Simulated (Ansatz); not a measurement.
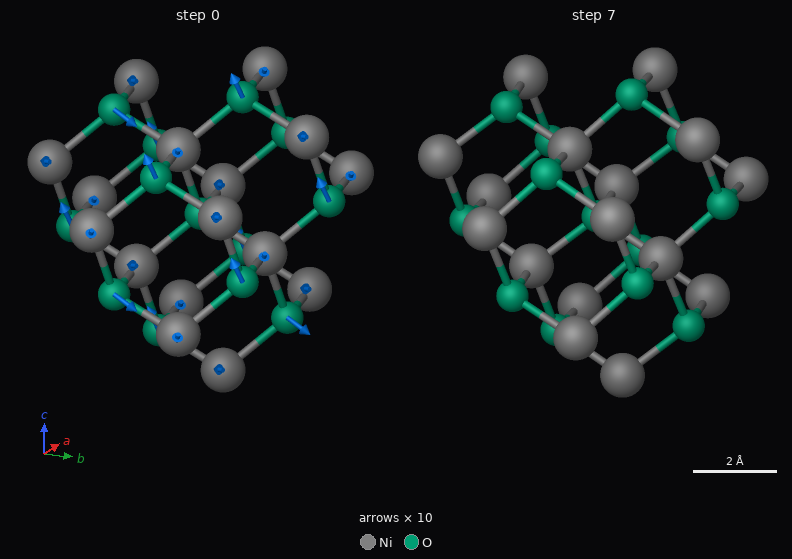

The structure of a crystal of NiO (built on the zincblende type) before (left) and after (right) a relaxation, at one scale. The blue arrows give the displacements (the part carried along by the change of the cell is left out), 10 times their true length.

The picture is a ball-and-stick view of the atoms within 4.2 Å of the atom that moves most (axes of the conventional cell (2 times the calculation's cell)), seen from a free direction. Lengths and directions refer to the drawn axes.

Computed with DFT PBE+U, scalar-relativistic, plane waves, PAW (Ansatz 0.2.0). Set-up: plane-wave cutoff 420 eV; k-point mesh 10 × 10 × 5; occupations gaussian; smearing width 0.05 eV; U Ni 6.2 eV; collinear spin; cell relaxed at fixed volume; force threshold 0.01 eV/Å; at most 40 steps.

> Describe what moved and what it gained.

The run was cut off at its time limit before the relaxation converged, so the last structure is only a point on the way. After 6 accepted moves (7 points after the start) the energy has fallen by 20.6 meV per atom. Largest force component: 0.41 eV/Å at the start, 0.14 eV/Å at the end. Pressure: −0.62 GPa at the start and −1.80 GPa at the end. The line search rejected the trial step at point 5 of the run. The largest moves relative to the cell, 0.074 Å, are those of O atoms. Largest moves by element: O 0.074 Å, Ni 0.036 Å. The drawn cell changes at constant volume: a 4.649 → 4.495 Å (−3.3 %), b = c 4.649 → 4.734 Å (+1.8 %), α 90.0° → 93.8°. Among the contacts that change: Ni–O 2.013 → 2.071 Å, Ni–O 2.013 → 1.983 Å, Ni–O 2.013 → 2.009 Å. Bond angles that change, for instance: Ni–O–Ni 109.5° → 117.0°, O–Ni–O 109.5° → 117.0°, Ni–O–Ni 109.5° → 105.5°. The space group (tolerance 0.01 Å) goes from F-43m (No. 216) to Pmn2_1 (No. 31).
